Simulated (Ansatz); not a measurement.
Single-point calculation, with input and output: Si₁₀₈C₁₀₈ (part 3 of 3)

Continued. System: Si₁₀₈C₁₀₈ (F-43m, 216 atoms in the cell). Method: DFT, HSE06, PAW, plane waves (Ansatz 0.2.0); cutoff 420 eV, 1×1×1 k-mesh, Fermi–Dirac smearing of 0.01 eV. The structure was built on a prototype by a generator.

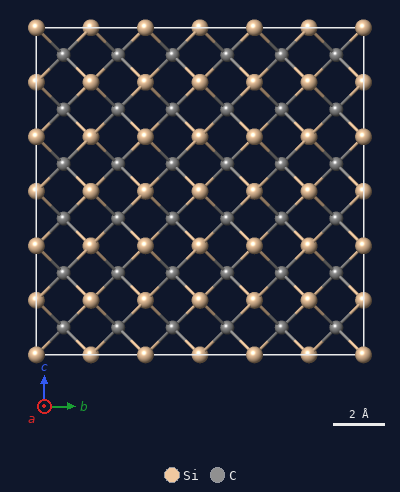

Fig. 1: The structure as given in the input (ball-and-stick view of the cell of the calculation, along the a axis).

The input
```yaml
crystal:
  lattice:
    - [13.070560, 0.000000, 0.000000]
    - [0.000000, 13.070560, 0.000000]
    - [0.000000, 0.000000, 13.070560]
  atoms:
    - { symbol: Si, position: [0.000000, 0.000000, 0.000000] }
    - { symbol: Si, position: [0.000000, 0.000000, 0.333333] }
    - { symbol: Si, position: [0.000000, 0.000000, 0.666667] }
    - { symbol: Si, position: [0.000000, 0.333333, 0.000000] }
    - { symbol: Si, position: [0.000000, 0.333333, 0.333333] }
    - { symbol: Si, position: [0.000000, 0.333333, 0.666667] }
    - { symbol: Si, position: [0.000000, 0.666667, 0.000000] }
    - { symbol: Si, position: [0.000000, 0.666667, 0.333333] }
    - { symbol: Si, position: [0.000000, 0.666667, 0.666667] }
    - { symbol: Si, position: [0.333333, 0.000000, 0.000000] }
    - { symbol: Si, position: [0.333333, 0.000000, 0.333333] }
    - { symbol: Si, position: [0.333333, 0.000000, 0.666667] }
    - { symbol: Si, position: [0.333333, 0.333333, 0.000000] }
    - { symbol: Si, position: [0.333333, 0.333333, 0.333333] }
    - { symbol: Si, position: [0.333333, 0.333333, 0.666667] }
    - { symbol: Si, position: [0.333333, 0.666667, 0.000000] }
    - { symbol: Si, position: [0.333333, 0.666667, 0.333333] }
    - { symbol: Si, position: [0.333333, 0.666667, 0.666667] }
    - { symbol: Si, position: [0.666667, 0.000000, 0.000000] }
    - { symbol: Si, position: [0.666667, 0.000000, 0.333333] }
    - { symbol: Si, position: [0.666667, 0.000000, 0.666667] }
    - { symbol: Si, position: [0.666667, 0.333333, 0.000000] }
    - { symbol: Si, position: [0.666667, 0.333333, 0.333333] }
    - { symbol: Si, position: [0.666667, 0.333333, 0.666667] }
    - { symbol: Si, position: [0.666667, 0.666667, 0.000000] }
    - { symbol: Si, position: [0.666667, 0.666667, 0.333333] }
    - { symbol: Si, position: [0.666667, 0.666667, 0.666667] }
    - { symbol: Si, position: [0.166667, 0.166667, 0.000000] }
    - { symbol: Si, position: [0.166667, 0.166667, 0.333333] }
    - { symbol: Si, position: [0.166667, 0.166667, 0.666667] }
    - { symbol: Si, position: [0.166667, 0.500000, 0.000000] }
    - { symbol: Si, position: [0.166667, 0.500000, 0.333333] }
    - { symbol: Si, position: [0.166667, 0.500000, 0.666667] }
    - { symbol: Si, position: [0.166667, 0.833333, 0.000000] }
    - { symbol: Si, position: [0.166667, 0.833333, 0.333333] }
    - { symbol: Si, position: [0.166667, 0.833333, 0.666667] }
    - { symbol: Si, position: [0.500000, 0.166667, 0.000000] }
    - { symbol: Si, position: [0.500000, 0.166667, 0.333333] }
    - { symbol: Si, position: [0.500000, 0.166667, 0.666667] }
    - { symbol: Si, position: [0.500000, 0.500000, 0.000000] }
    - { symbol: Si, position: [0.500000, 0.500000, 0.333333] }
    - { symbol: Si, position: [0.500000, 0.500000, 0.666667] }
    - { symbol: Si, position: [0.500000, 0.833333, 0.000000] }
    - { symbol: Si, position: [0.500000, 0.833333, 0.333333] }
    - { symbol: Si, position: [0.500000, 0.833333, 0.666667] }
    - { symbol: Si, position: [0.833333, 0.166667, 0.000000] }
    - { symbol: Si, position: [0.833333, 0.166667, 0.333333] }
    - { symbol: Si, position: [0.833333, 0.166667, 0.666667] }
    - { symbol: Si, position: [0.833333, 0.500000, 0.000000] }
    - { symbol: Si, position: [0.833333, 0.500000, 0.333333] }
    - { symbol: Si, position: [0.833333, 0.500000, 0.666667] }
    - { symbol: Si, position: [0.833333, 0.833333, 0.000000] }
    - { symbol: Si, position: [0.833333, 0.833333, 0.333333] }
    - { symbol: Si, position: [0.833333, 0.833333, 0.666667] }
    - { symbol: Si, position: [0.166667, 0.000000, 0.166667] }
    - { symbol: Si, position: [0.166667, 0.000000, 0.500000] }
    - { symbol: Si, position: [0.166667, 0.000000, 0.833333] }
    - { symbol: Si, position: [0.166667, 0.333333, 0.166667] }
    - { symbol: Si, position: [0.166667, 0.333333, 0.500000] }
    - { symbol: Si, position: [0.166667, 0.333333, 0.833333] }
    - { symbol: Si, position: [0.166667, 0.666667, 0.166667] }
    - { symbol: Si, position: [0.166667, 0.666667, 0.500000] }
    - { symbol: Si, position: [0.166667, 0.666667, 0.833333] }
    - { symbol: Si, position: [0.500000, 0.000000, 0.166667] }
    - { symbol: Si, position: [0.500000, 0.000000, 0.500000] }
    - { symbol: Si, position: [0.500000, 0.000000, 0.833333] }
    - { symbol: Si, position: [0.500000, 0.333333, 0.166667] }
    - { symbol: Si, position: [0.500000, 0.333333, 0.500000] }
    - { symbol: Si, position: [0.500000, 0.333333, 0.833333] }
    - { symbol: Si, position: [0.500000, 0.666667, 0.166667] }
    - { symbol: Si, position: [0.500000, 0.666667, 0.500000] }
    - { symbol: Si, position: [0.500000, 0.666667, 0.833333] }
    - { symbol: Si, position: [0.833333, 0.000000, 0.166667] }
    - { symbol: Si, position: [0.833333, 0.000000, 0.500000] }
    - { symbol: Si, position: [0.833333, 0.000000, 0.833333] }
    - { symbol: Si, position: [0.833333, 0.333333, 0.166667] }
    - { symbol: Si, position: [0.833333, 0.333333, 0.500000] }
    - { symbol: Si, position: [0.833333, 0.333333, 0.833333] }
    - { symbol: Si, position: [0.833333, 0.666667, 0.166667] }
    - { symbol: Si, position: [0.833333, 0.666667, 0.500000] }
    - { symbol: Si, position: [0.833333, 0.666667, 0.833333] }
    - { symbol: Si, position: [0.000000, 0.166667, 0.166667] }
    - { symbol: Si, position: [0.000000, 0.166667, 0.500000] }
    - { symbol: Si, position: [0.000000, 0.166667, 0.833333] }
    - { symbol: Si, position: [0.000000, 0.500000, 0.166667] }
    - { symbol: Si, position: [0.000000, 0.500000, 0.500000] }
    - { symbol: Si, position: [0.000000, 0.500000, 0.833333] }
    - { symbol: Si, position: [0.000000, 0.833333, 0.166667] }
    - { symbol: Si, position: [0.000000, 0.833333, 0.500000] }
    - { symbol: Si, position: [0.000000, 0.833333, 0.833333] }
    - { symbol: Si, position: [0.333333, 0.166667, 0.166667] }
    - { symbol: Si, position: [0.333333, 0.166667, 0.500000] }
    - { symbol: Si, position: [0.333333, 0.166667, 0.833333] }
    - { symbol: Si, position: [0.333333, 0.500000, 0.166667] }
    - { symbol: Si, position: [0.333333, 0.500000, 0.500000] }
    - { symbol: Si, position: [0.333333, 0.500000, 0.833333] }
    - { symbol: Si, position: [0.333333, 0.833333, 0.166667] }
    - { symbol: Si, position: [0.333333, 0.833333, 0.500000] }
    - { symbol: Si, position: [0.333333, 0.833333, 0.833333] }
    - { symbol: Si, position: [0.666667, 0.166667, 0.166667] }
    - { symbol: Si, position: [0.666667, 0.166667, 0.500000] }
    - { symbol: Si, position: [0.666667, 0.166667, 0.833333] }
    - { symbol: Si, position: [0.666667, 0.500000, 0.166667] }
    - { symbol: Si, position: [0.666667, 0.500000, 0.500000] }
    - { symbol: Si, position: [0.666667, 0.500000, 0.833333] }
    - { symbol: Si, position: [0.666667, 0.833333, 0.166667] }
    - { symbol: Si, position: [0.666667, 0.833333, 0.500000] }
    - { symbol: Si, position: [0.666667, 0.833333, 0.833333] }
    - { symbol: C, position: [0.083333, 0.083333, 0.083333] }
    - { symbol: C, position: [0.083333, 0.083333, 0.416667] }
    - { symbol: C, position: [0.083333, 0.083333, 0.750000] }
    - { symbol: C, position: [0.083333, 0.416667, 0.083333] }
    - { symbol: C, position: [0.083333, 0.416667, 0.416667] }
    - { symbol: C, position: [0.083333, 0.416667, 0.750000] }
    - { symbol: C, position: [0.083333, 0.750000, 0.083333] }
    - { symbol: C, position: [0.083333, 0.750000, 0.416667] }
    - { symbol: C, position: [0.083333, 0.750000, 0.750000] }
    - { symbol: C, position: [0.416667, 0.083333, 0.083333] }
    - { symbol: C, position: [0.416667, 0.083333, 0.416667] }
    - { symbol: C, position: [0.416667, 0.083333, 0.750000] }
    - { symbol: C, position: [0.416667, 0.416667, 0.083333] }
    - { symbol: C, position: [0.416667, 0.416667, 0.416667] }
    - { symbol: C, position: [0.416667, 0.416667, 0.750000] }
    - { symbol: C, position: [0.416667, 0.750000, 0.083333] }
    - { symbol: C, position: [0.416667, 0.750000, 0.416667] }
    - { symbol: C, position: [0.416667, 0.750000, 0.750000] }
    - { symbol: C, position: [0.750000, 0.083333, 0.083333] }
    - { symbol: C, position: [0.750000, 0.083333, 0.416667] }
    - { symbol: C, position: [0.750000, 0.083333, 0.750000] }
    - { symbol: C, position: [0.750000, 0.416667, 0.083333] }
    - { symbol: C, position: [0.750000, 0.416667, 0.416667] }
    - { symbol: C, position: [0.750000, 0.416667, 0.750000] }
    - { symbol: C, position: [0.750000, 0.750000, 0.083333] }
    - { symbol: C, position: [0.750000, 0.750000, 0.416667] }
    - { symbol: C, position: [0.750000, 0.750000, 0.750000] }
    - { symbol: C, position: [0.250000, 0.250000, 0.083333] }
    - { symbol: C, position: [0.250000, 0.250000, 0.416667] }
    - { symbol: C, position: [0.250000, 0.250000, 0.750000] }
    - { symbol: C, position: [0.250000, 0.583333, 0.083333] }
    - { symbol: C, position: [0.250000, 0.583333, 0.416667] }
    - { symbol: C, position: [0.250000, 0.583333, 0.750000] }
    - { symbol: C, position: [0.250000, 0.916667, 0.083333] }
    - { symbol: C, position: [0.250000, 0.916667, 0.416667] }
    - { symbol: C, position: [0.250000, 0.916667, 0.750000] }
    - { symbol: C, position: [0.583333, 0.250000, 0.083333] }
    - { symbol: C, position: [0.583333, 0.250000, 0.416667] }
    - { symbol: C, position: [0.583333, 0.250000, 0.750000] }
    - { symbol: C, position: [0.583333, 0.583333, 0.083333] }
    - { symbol: C, position: [0.583333, 0.583333, 0.416667] }
    - { symbol: C, position: [0.583333, 0.583333, 0.750000] }
    - { symbol: C, position: [0.583333, 0.916667, 0.083333] }
    - { symbol: C, position: [0.583333, 0.916667, 0.416667] }
    - { symbol: C, position: [0.583333, 0.916667, 0.750000] }
    - { symbol: C, position: [0.916667, 0.250000, 0.083333] }
    - { symbol: C, position: [0.916667, 0.250000, 0.416667] }
    - { symbol: C, position: [0.916667, 0.250000, 0.750000] }
    - { symbol: C, position: [0.916667, 0.583333, 0.083333] }
    - { symbol: C, position: [0.916667, 0.583333, 0.416667] }
    - { symbol: C, position: [0.916667, 0.583333, 0.750000] }
    - { symbol: C, position: [0.916667, 0.916667, 0.083333] }
    - { symbol: C, position: [0.916667, 0.916667, 0.416667] }
    - { symbol: C, position: [0.916667, 0.916667, 0.750000] }
    - { symbol: C, position: [0.250000, 0.083333, 0.250000] }
    - { symbol: C, position: [0.250000, 0.083333, 0.583333] }
    - { symbol: C, position: [0.250000, 0.083333, 0.916667] }
    - { symbol: C, position: [0.250000, 0.416667, 0.250000] }
    - { symbol: C, position: [0.250000, 0.416667, 0.583333] }
    - { symbol: C, position: [0.250000, 0.416667, 0.916667] }
    - { symbol: C, position: [0.250000, 0.750000, 0.250000] }
    - { symbol: C, position: [0.250000, 0.750000, 0.583333] }
    - { symbol: C, position: [0.250000, 0.750000, 0.916667] }
    - { symbol: C, position: [0.583333, 0.083333, 0.250000] }
    - { symbol: C, position: [0.583333, 0.083333, 0.583333] }
    - { symbol: C, position: [0.583333, 0.083333, 0.916667] }
    - { symbol: C, position: [0.583333, 0.416667, 0.250000] }
    - { symbol: C, position: [0.583333, 0.416667, 0.583333] }
    - { symbol: C, position: [0.583333, 0.416667, 0.916667] }
    - { symbol: C, position: [0.583333, 0.750000, 0.250000] }
    - { symbol: C, position: [0.583333, 0.750000, 0.583333] }
    - { symbol: C, position: [0.583333, 0.750000, 0.916667] }
    - { symbol: C, position: [0.916667, 0.083333, 0.250000] }
    - { symbol: C, position: [0.916667, 0.083333, 0.583333] }
    - { symbol: C, position: [0.916667, 0.083333, 0.916667] }
    - { symbol: C, position: [0.916667, 0.416667, 0.250000] }
    - { symbol: C, position: [0.916667, 0.416667, 0.583333] }
    - { symbol: C, position: [0.916667, 0.416667, 0.916667] }
    - { symbol: C, position: [0.916667, 0.750000, 0.250000] }
    - { symbol: C, position: [0.916667, 0.750000, 0.583333] }
    - { symbol: C, position: [0.916667, 0.750000, 0.916667] }
    - { symbol: C, position: [0.083333, 0.250000, 0.250000] }
    - { symbol: C, position: [0.083333, 0.250000, 0.583333] }
    - { symbol: C, position: [0.083333, 0.250000, 0.916667] }
    - { symbol: C, position: [0.083333, 0.583333, 0.250000] }
    - { symbol: C, position: [0.083333, 0.583333, 0.583333] }
    - { symbol: C, position: [0.083333, 0.583333, 0.916667] }
    - { symbol: C, position: [0.083333, 0.916667, 0.250000] }
    - { symbol: C, position: [0.083333, 0.916667, 0.583333] }
    - { symbol: C, position: [0.083333, 0.916667, 0.916667] }
    - { symbol: C, position: [0.416667, 0.250000, 0.250000] }
    - { symbol: C, position: [0.416667, 0.250000, 0.583333] }
    - { symbol: C, position: [0.416667, 0.250000, 0.916667] }
    - { symbol: C, position: [0.416667, 0.583333, 0.250000] }
    - { symbol: C, position: [0.416667, 0.583333, 0.583333] }
    - { symbol: C, position: [0.416667, 0.583333, 0.916667] }
    - { symbol: C, position: [0.416667, 0.916667, 0.250000] }
    - { symbol: C, position: [0.416667, 0.916667, 0.583333] }
    - { symbol: C, position: [0.416667, 0.916667, 0.916667] }
    - { symbol: C, position: [0.750000, 0.250000, 0.250000] }
    - { symbol: C, position: [0.750000, 0.250000, 0.583333] }
    - { symbol: C, position: [0.750000, 0.250000, 0.916667] }
    - { symbol: C, position: [0.750000, 0.583333, 0.250000] }
    - { symbol: C, position: [0.750000, 0.583333, 0.583333] }
    - { symbol: C, position: [0.750000, 0.583333, 0.916667] }
    - { symbol: C, position: [0.750000, 0.916667, 0.250000] }
    - { symbol: C, position: [0.750000, 0.916667, 0.583333] }
    - { symbol: C, position: [0.750000, 0.916667, 0.916667] }
  symmetry: { detect: false }
kpoints:
  mp_grid: { grid: [1, 1, 1], shift: [0.25, 0.25, 0.25] }
hamiltonian:
  xc: hse06
scf:
  occupations: { method: fermi_dirac, width: 0.01 }
output:
  forces: true
  eigenvalues: true
  populations: true
  eigenstates: { kpoints: [[0.25, 0.25, 0.25]], e_range: [-6.0, 6.0], localisation: true }
```

Launch command:
```bash
ansatz run in.yaml --threads 8 --pin off --max-ram 118750MiB --runs-dir r --events-out ev --progress --plain --backend cuda --devices 0,
```

Results in brief

- outcome: converged
- space group (tolerance 0.01 Å): F-43m (216)
- electrons treated: 864
- free energy: −95881.5298 eV
- Fermi energy: 10.190 eV
- largest force (length of the vector): 0.008 eV/Å
- hardware: 1 × NVIDIA GB300 Max-Q, 8 threads of Arm Neoverse-V2, 125 GiB of memory available, shared host
- wall time: 5.2 min (CPU time 20 min)
- peak memory: 9.6 GiB
